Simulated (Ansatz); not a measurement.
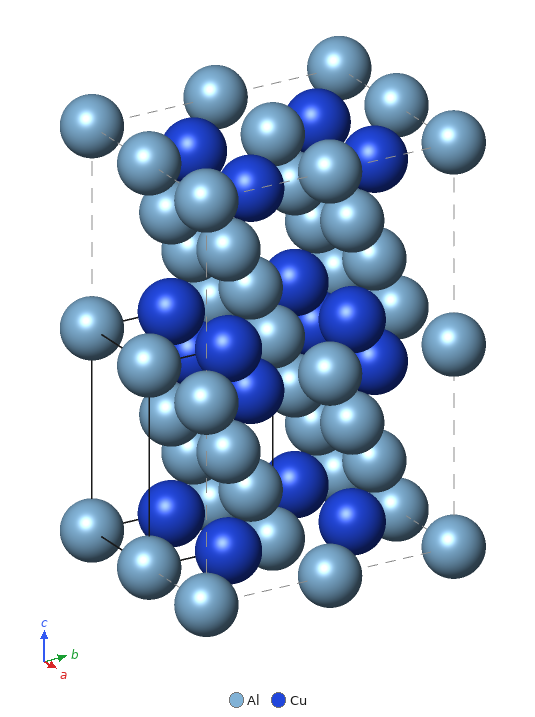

Drawn in the spheres-only manner and seen slightly off an axis. The solid frame is a single conventional unit cell within a 2×2×2 block.

Al3Cu2, space group P-3m1 (No. 164), a = 4.10 Å, b = 4.10 Å, c = 4.58 Å, α = 90.00°, β = 90.00°, γ = 120.00°.

Run with DFT PBEsol, scalar-relativistic, plane waves, PAW (Ansatz) and these settings: wavefunction cutoff 420 eV, a 12×12×10 mesh of k-points, Gaussian smearing of 0.15 eV, no spin polarisation.

**Is the electronic structure metallic or gapped?**

A metal: bands cross the Fermi level.

**Would the cell expand or shrink if it could?**

The computed pressure is 13.4 GPa (compressed: it would expand). The stress isn't hydrostatic: its largest component is 29.7 GPa.

Starting structure: a structure listed in the Materials Project. The cell was then strained or its atoms displaced on purpose. It was the input of a calculation with Ansatz.

At this level of theory the run's own cell isn't at rest (compressed, at 13 GPa), so its distances can differ from those at equilibrium, the more so the softer the solid.
